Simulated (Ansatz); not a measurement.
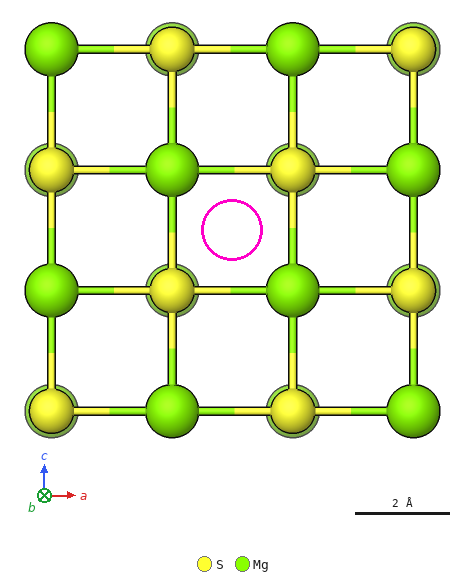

Perfect MgS. The picture is a ball-and-stick view of the atoms within 6.0 Å of one point, in a slice 4.2 Å thick across the line of sight, seen along the b axis.

Computed with DFT, PBEsol, PAW, plane waves (Ansatz). Set-up: plane-wave cutoff 420 eV; k-point mesh 1 × 1 × 1; mesh shifted by (0.25, 0.25, 0.25); collinear spin. Fermi-Dirac smearing of 0.01 eV. The axes drawn are those of the host's conventional cell.

An extra magnesium atom is put between the host's atoms (an interstitial) at the ringed place, in charge state 0. The supercell has 64 sites, and the atoms are relaxed at the host's cell.

Q: Predict the relaxed surroundings of the defect.

A: The Mg atom starts with 4 Mg at 2.24 to 2.25 Å, 4 S at 2.24 to 2.25 Å around its place and ends with 4 S at 2.31 to 2.40 Å, 4 Mg at 2.65 to 2.75 Å. Of the host's atoms, a magnesium atom moves furthest from its site, by 0.54 Å. The Mg atom itself moves 0.19 Å from where it was put. The cell's net moment is 2.00 μB.

The relaxed defect, seen from the same direction:

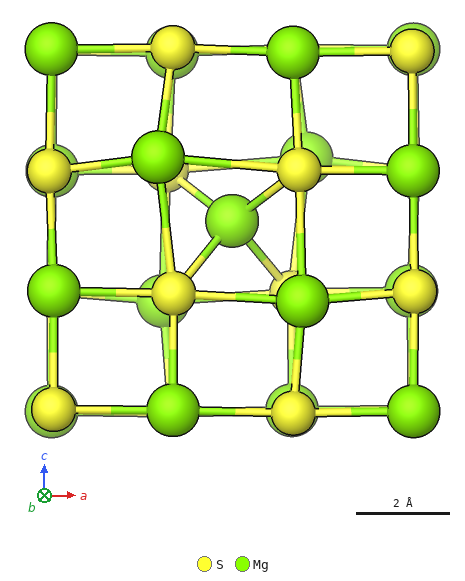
